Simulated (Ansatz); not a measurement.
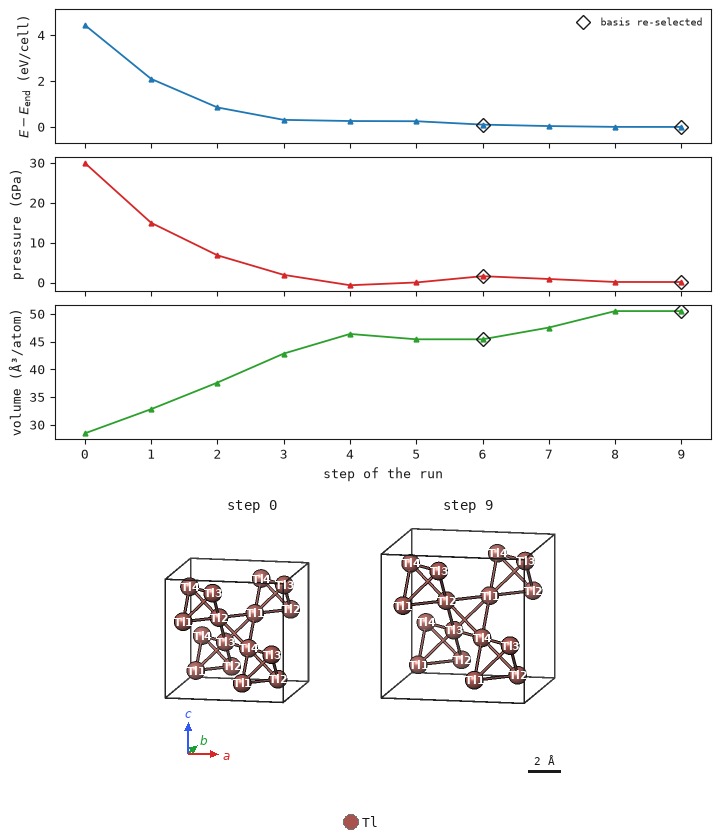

First and last geometry of a relaxation of solid Tl (a generated structure, set up in Fd-3m) (coarse preliminary run), with the history of the run. The picture is a ball-and-stick view of the conventional cell (4 times the calculation's cell), seen slightly off an axis. Lengths and directions refer to the drawn axes.

All numbers below come from Ansatz, DFT PBE, scalar-relativistic, plane waves, PAW. Settings: plane-wave cutoff 420 eV; k-point mesh 4 × 4 × 4; occupations gaussian; smearing width 0.1 eV; no spin polarisation; cell and atoms relaxed; force threshold 0.04 eV/Å; at most 70 steps.

Question: Did the run converge, and what did it change?

Answer: It converged. No atom moves by more than 0.005 Å relative to the cell. Cell: a = b = c 7.693 → 9.316 Å (+21.1 %). Volume +77.5 %. Among the contacts that change: Tl1–Tl2 2.720 → 3.294 Å. The space group stays Fd-3m (No. 227). The energy falls by 4.440 eV per cell of the calculation in 7 accepted moves (9 points after the start). All forces vanish by symmetry, so only the cell relaxes. The pressure goes from 29.98 to 0.14 GPa. The SCF was repeated twice at an unchanged geometry on a basis and grid sized afresh for the cell, which shifted the energy by 0.147 eV per cell of the calculation at most.
